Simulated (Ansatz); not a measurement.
# Calculations on CaO and related structures

### Relaxation

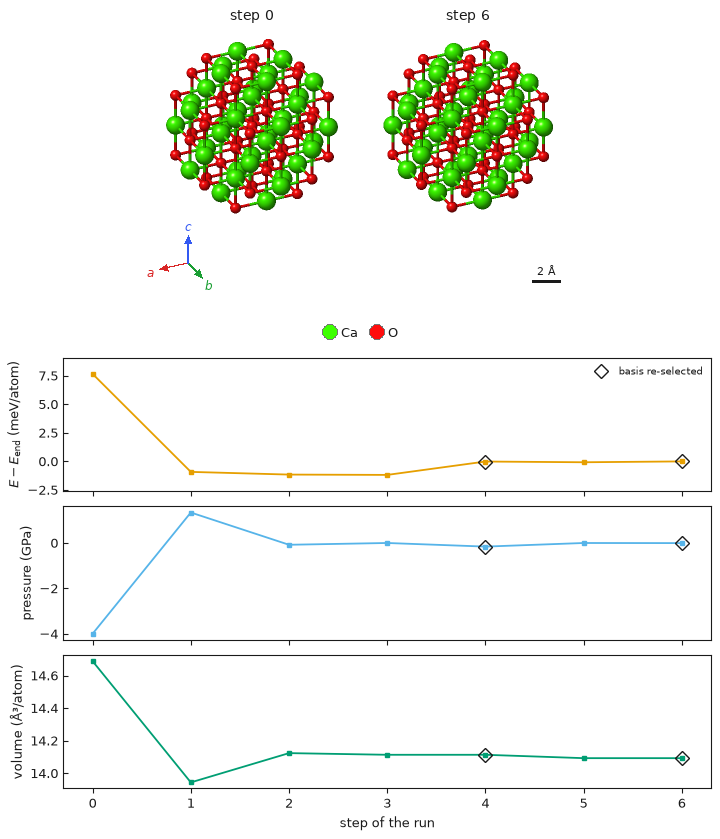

First and last geometry of a relaxation of a crystal of CaO (set up in Fm-3m), with the history of the run. Style: ball-and-stick. Shown: the conventional cell (4 times the calculation's cell), from a free direction. Lengths and directions refer to the drawn axes.

All numbers below come from DFT PBE, scalar-relativistic, plane waves, PAW (Ansatz).

Input
```yaml
crystal:
  lattice:
    - [0.0, 2.449, 2.449]
    - [2.449, 0.0, 2.449]
    - [2.449, 2.449, 0.0]
  atoms:
    - { symbol: Ca, position: [0.0, 0.0, 0.0] }
    - { symbol: O, position: [0.5, 0.5, 0.5] }
basis:
  ecutwfc: 420
kpoints:
  mp_grid: { grid: [8, 8, 8] }
hamiltonian:
  xc: pbe
scf:
  occupations: { method: gaussian, width: 0.02 }
output:
  forces: true
  stress: true
  eigenvalues: true
relax:
  adjacent_minimum: "off"
  f_tol: 0.005
  max_steps: 80
  cell: { stress_tol: 0.05 }
```

Launched with:
```bash
ansatz run input.yaml --threads 4 --pin off --max-ram 9216MiB --backend cpu --events-out ev --progress --plain --runs-dir out
```

Question: Read the history and describe the run.

Answer: It converged. Over 4 accepted moves (6 points after the start) the energy falls by 7.7 meV per atom. All forces vanish by symmetry, so only the cell relaxes. The pressure goes from −3.99 to −0.01 GPa. The SCF was repeated twice at an unchanged geometry on a basis and grid sized afresh for the cell, which shifted the energy by 1.2 meV per atom at most. The atoms keep their places relative to the cell (all moves are under 0.005 Å). Cell: a = b = c 4.898 → 4.831 Å (−1.4 %). Volume −4.1 %. Among the contacts that change: Ca1–Ca1 3.463 → 3.416 Å, Ca1–O2 2.449 → 2.415 Å. The space group stays Fm-3m (No. 225). The run took 1.9 s on 4 threads of Arm Neoverse V1, with other jobs on the host, peak memory 0.28 GiB.

### Relaxation

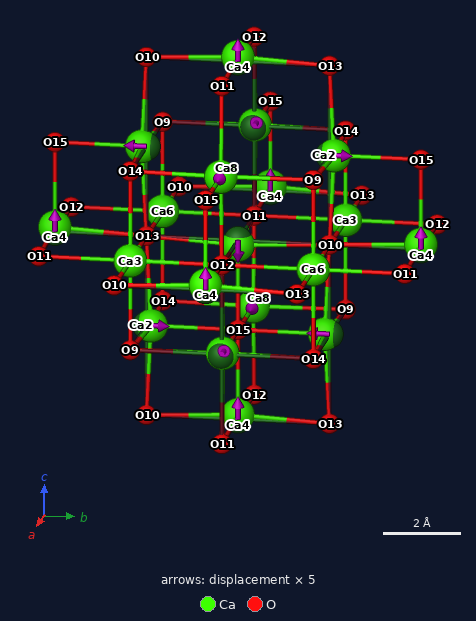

This is a relaxation of a defect cell of composition Ca8O7 (cell charge +2). The starting structure is drawn faded, the final one solid; purple arrows show the displacements, 5 times their true length.

A ball-and-stick model of the atoms within 5.8 Å of the atom that moves most (axes of the conventional cell (4 times the calculation's cell)), seen slightly off an axis. Lengths and directions refer to the drawn axes.

Case: O vacancy, atoms relaxed.

The calculation used Ansatz 0.2.0, DFT PBE, scalar-relativistic, plane waves, PAW. Settings: plane-wave cutoff 420 eV; k-point mesh 4 × 4 × 4; occupations gaussian; smearing width 0.05 eV; no spin polarisation; atoms relaxed in a fixed cell; force threshold 0.02 eV/Å; at most 50 steps.

Question: Which element moves most?

Answer: Calcium: up to 0.12 Å, against 0.00 Å for oxygen.

Question: What did the optimiser do to the structure, and how much energy did it gain?

Answer: The largest moves, 0.12 Å, are those of Ca atoms. O stays in place. The lattice vectors keep their values. Near-neighbour distances that change, for instance: Ca–Ca 3.416 → 3.593 Å, Ca–Ca 3.416 → 3.239 Å, Ca–O 2.415 → 2.291 Å. Among the angles between lasting bonds that change: Ca–O–Ca 90.0° → 95.9°, Ca–O–Ca 90.0° → 84.1°, O–Ca–O 180.0° → 174.1°. Over 3 accepted moves (4 points after the start) the energy falls by 0.844 eV per cell of the calculation. Largest force component: 2.1 eV/Å at the start, 0.00091 eV/Å at the end. 1 step only repeated the SCF at the same geometry. Cost: 14 s on 4 threads of Arm Neoverse V1, with other jobs on the host, peak memory 0.73 GiB.

Limits of the set-up: the periodic images lie only 6.8 Å apart, so the values are limited by the cell's size; the cell is charged, on a uniform background, and energies carry no finite-size correction.

### Path

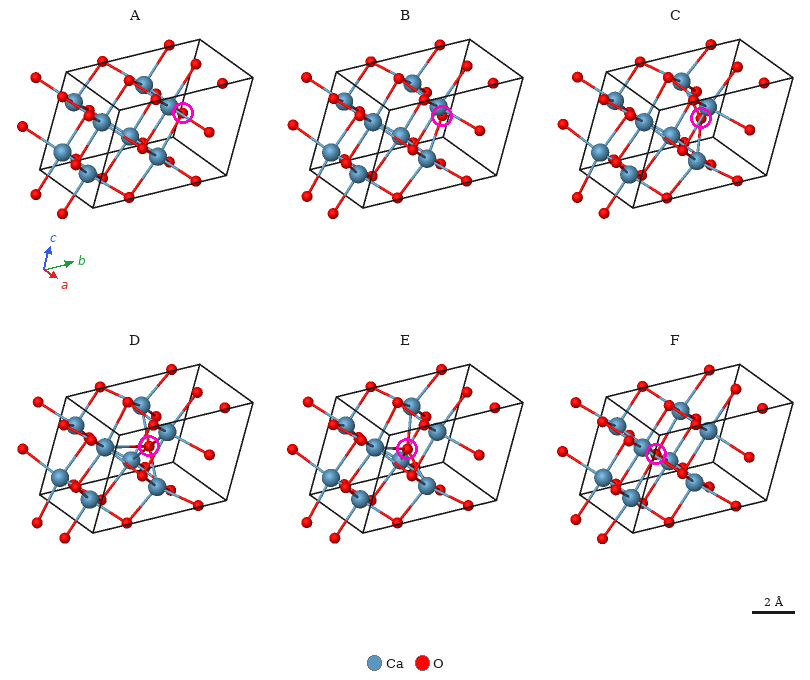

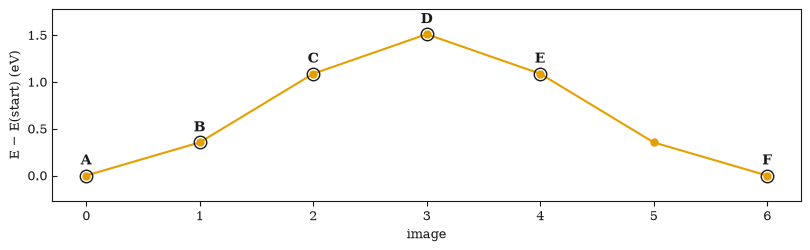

NEB run on a defect cell of composition Ca$_{8}$O$_{7}$ (cell charge +2) with an O vacancy (15 atoms in the cell). Images are numbered from 0 (start) to 6 (end). Frames A to F are images 0, 1, 2, 3, 4, 6. The picture is a ball-and-stick view of the reduced simulation cell (origin moved), seen slightly off an axis. The moving atom is ringed, with any periodic copies. Lengths and directions refer to the drawn axes. Bonds to atoms that aren't drawn are left out.

All numbers below come from Ansatz 0.2.0, DFT PBE, scalar-relativistic, plane waves, PAW.

Input
```yaml
crystal:
  lattice:
    - [0.0, 4.8309190842, -4.8309190842]
    - [4.8309190842, 4.8309190842, 0.0]
    - [4.8309190842, 0.0, -4.8309190842]
  atoms:
    - { symbol: Ca, position: [0.5129280414, 0.4870719586, -0.0129280414] }
    - { symbol: Ca, position: [0.5129280414, 0.0129280414, -0.0129280414] }
    - { symbol: Ca, position: [1.0, 0.5, 0.0] }
    - { symbol: Ca, position: [0.9870719586, 0.0129280414, -0.0129280414] }
    - { symbol: Ca, position: [0.5129280414, 0.4870719586, 0.5129280414] }
    - { symbol: Ca, position: [0.5, 0.0, 0.5] }
    - { symbol: Ca, position: [0.9870719586, 0.4870719586, 0.5129280414] }
    - { symbol: Ca, position: [0.9870719586, 0.0129280414, 0.5129280414] }
    - { symbol: O, position: [0.25, 0.25, 0.25] }
    - { symbol: O, position: [0.75, 0.75, 0.25] }
    - { symbol: O, position: [0.75, 0.25, 0.25] }
    - { symbol: O, position: [0.25, 0.75, 0.75] }
    - { symbol: O, position: [0.25, 0.25, 0.75] }
    - { symbol: O, position: [0.75, 0.75, 0.75] }
    - { symbol: O, position: [0.75, 0.25, 0.75] }
total_charge: 2
basis:
  ecutwfc: 420
kpoints:
  mp_grid: { grid: [4, 4, 4] }
hamiltonian:
  xc: pbe
scf:
  occupations: { method: gaussian, width: 0.05 }
output:
  forces: true
neb:
  images: 5
  f_tol: 0.05
  max_iterations: 60
  order_check: false
  final_atoms:
    - { symbol: Ca, position: [0.5129279823, 0.5129279823, -0.0129279823] }
    - { symbol: Ca, position: [0.5129279823, -0.0129279823, -0.0129279823] }
    - { symbol: Ca, position: [0.9870720177, 0.5129279823, -0.0129279823] }
    - { symbol: Ca, position: [1.0, 0.0, 0.0] }
    - { symbol: Ca, position: [0.5, 0.5, 0.5] }
    - { symbol: Ca, position: [0.5129279823, -0.0129279823, 0.5129279823] }
    - { symbol: Ca, position: [0.9870720177, 0.5129279823, 0.5129279823] }
    - { symbol: Ca, position: [0.9870720177, -0.0129279823, 0.5129279823] }
    - { symbol: O, position: [0.25, -0.25, 0.25] }
    - { symbol: O, position: [0.75, 0.75, 0.25] }
    - { symbol: O, position: [0.75, 0.25, 0.25] }
    - { symbol: O, position: [0.25, 0.75, 0.75] }
    - { symbol: O, position: [0.25, 0.25, 0.75] }
    - { symbol: O, position: [0.75, 0.75, 0.75] }
    - { symbol: O, position: [0.75, 0.25, 0.75] }
```

Launched with:
```bash
ansatz run input.yaml --threads 4 --pin off --max-ram 9216MiB --backend cpu --events-out ev --progress --plain --runs-dir out
```

Read off the barrier and say what moves.

Answer. The two ends have the same energy, and the highest point, image 3, lies 1.51 eV above the start. It is a vacancy jump: a nearby atom moves into the empty site and leaves its own site empty. An O atom travels furthest, 3.42 Å from end to end, along −b, on a straight line. At the highest image its nearest neighbour (Ca) is 2.04 Å away, against 2.42 Å at the start, and the surrounding atoms stand up to 0.24 Å off the mean of their end positions. The band converged in 6 iterations. The largest component of the band force went from 4.8 to 0.017 eV/Å. The climbing image converged on the top of the path. Its curvatures weren't checked.

Limits of the set-up: the periodic images lie only 6.8 Å apart, so the values are limited by the cell's size; the cell is charged, on a uniform background, and energies carry no finite-size correction.

Cost: 11 min on 4 threads of Arm Neoverse V1, on a shared host, peak memory 2.6 GiB.
